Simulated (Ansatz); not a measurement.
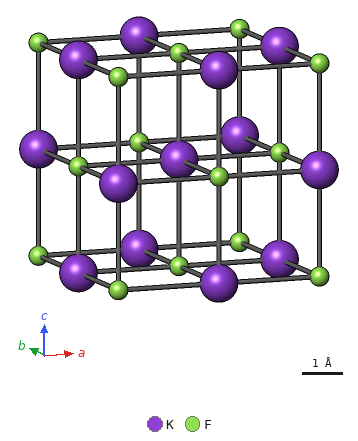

Phonons of solid KF (a generated structure), space group Fm-3m (No. 225), at the zone centre. Style: ball-and-stick. Shown: the conventional cell (4 times the calculation's cell), slightly off an axis. Lengths and directions refer to the drawn axes.

Method: DFT PBE, scalar-relativistic, plane waves, PAW in Ansatz 0.2.0.

Input file:
```yaml
crystal:
  lattice:
    - [0.0, 2.7103175002, 2.7103175002]
    - [2.7103175002, 0.0, 2.7103175002]
    - [2.7103175002, 2.7103175002, 0.0]
  atoms:
    - { symbol: K, position: [0.5, 0.5, 0.5] }
    - { symbol: F, position: [0.0, 0.0, 0.0] }
basis:
  ecutwfc: 420
kpoints:
  mp_grid: { grid: [8, 8, 8] }
hamiltonian:
  xc: pbe
scf:
  occupations: { method: fixed }
output:
  eigenvalues: true
phonons:
  method: dfpt
  dielectric: true
  rigid_motions: translations
  eigenvectors: true
  qmesh: [4, 4, 4]
  temperatures: { t_max: 1000, t_step: 100 }
  qpath:
    path:
      - [[0.0, 0.0, 0.0], [0.5, 0.0, 0.5], [0.625, 0.25, 0.625]]
      - [[0.375, 0.375, 0.75], [0.0, 0.0, 0.0], [0.5, 0.5, 0.5], [0.5, 0.25, 0.75], [0.5, 0.0, 0.5]]
    npoints: 8
```

Run as
```bash
ansatz run input.yaml --threads 1 --pin off --max-ram 2560MiB --backend cpu --events-out ev --progress --plain --runs-dir out
```

Frequencies are those without the non-analytic (LO–TO) term.

### Which optical modes does it have, at what frequencies, and is it stable there?

The calculation's cell holds 2 atoms, so there are 3 optical modes, in 1 level. The optical modes span T₁u. No level is unstable.

```
level  symmetry  frequency (cm⁻¹)         activity
    1       T₁u               165  infrared-active
```

The modes drawn as arrows (one member of each degenerate set):

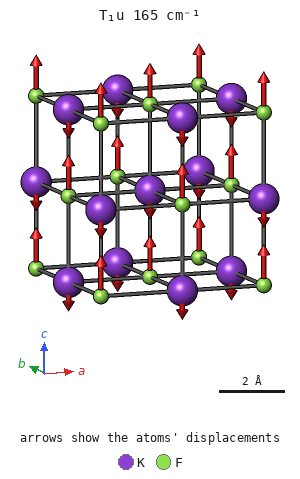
